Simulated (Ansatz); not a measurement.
The cell of PbI2 (P-3m1, No. 164). Origin of the cell: a calculation's input that goes back to an entry of the Crystallography Open Database (an earlier step may have relaxed or displaced it).

```
Pb I
1.0
     4.55500    0.00000    0.00000
    -2.27750    3.94475    0.00000
     0.00000    0.00000    6.97700
Pb I
1 2
Direct
  0.00000 0.00000 0.00000
  0.33333 0.66667 0.26500
  0.66667 0.33333 0.73500
```

Take as void every point where the procrystal density (the sum of the densities of spherically averaged neutral Hartree-Fock atoms) is below 0.002 e/bohr³. From Rb on the atoms have core potentials, so only their outer electrons count. What do the voids look like?

Answer. The voids take about 2.3 % of the cell (2.8 Å³ of 125.4 Å³) and are bounded by about 10 Å² of surface per cell. They are isolated pockets that do not connect across cells.

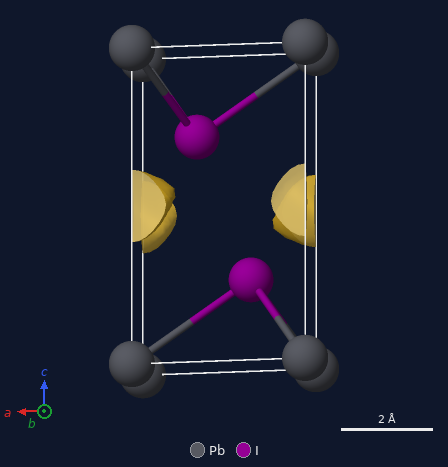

The voids drawn in 1×1×1 cells, view from a free direction. Pale faces close the region where the drawn box cuts it.
